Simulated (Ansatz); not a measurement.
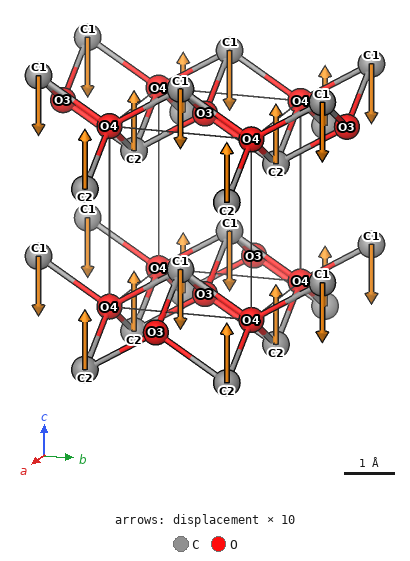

This is a relaxation of a crystal of CO (a generated structure, set up in P4/nmm) (coarse preliminary run). The starting structure is drawn; orange arrows show the displacements (the part carried along by the change of the cell is left out), 10 times their true length.

A ball-and-stick model of the cell of the calculation, seen slightly off an axis.

Case: Sn → C on all its sites, cell and atoms relaxed.

Theory: DFT PBEsol, scalar-relativistic, plane waves, PAW in Ansatz 0.2.0. Set-up: plane-wave cutoff 420 eV; k-point mesh 6 × 6 × 6; occupations gaussian; smearing width 0.1 eV; no spin polarisation; cell and atoms relaxed; force threshold 0.05 eV/Å; at most 60 steps.

**What happened in the run?**

The energy falls by 150 meV per atom in 5 accepted moves (7 points after the start). Largest force component: 2.5 eV/Å at the start, 0.024 eV/Å at the end. Pressure: −4.82 GPa at the start and 0.00 GPa at the end. At 2 points the geometry stayed and the basis and grid were re-selected for the new cell (energy shift of 1.9 meV per atom at most each time). The largest moves relative to the cell, 0.13 Å, are those of C1 and C2. C2 goes along +c. O stays in place. Cell: a = b 3.032 → 3.059 Å (+0.9 %), c 3.788 → 3.458 Å (−8.7 %). Volume −7.1 %. Some distances before and after: C1–O3 1.773 → 1.687 Å. Bond angles that change, for instance: O3–C1–O3 117.6° → 130.2°, C1–O3–C1 117.6° → 130.2°, C1–O3–C2 105.6° → 100.2°. The space group stays P4/nmm (No. 129).

Limits of the set-up: layers or molecules are held without a dispersion correction, so their spacing is unreliable.
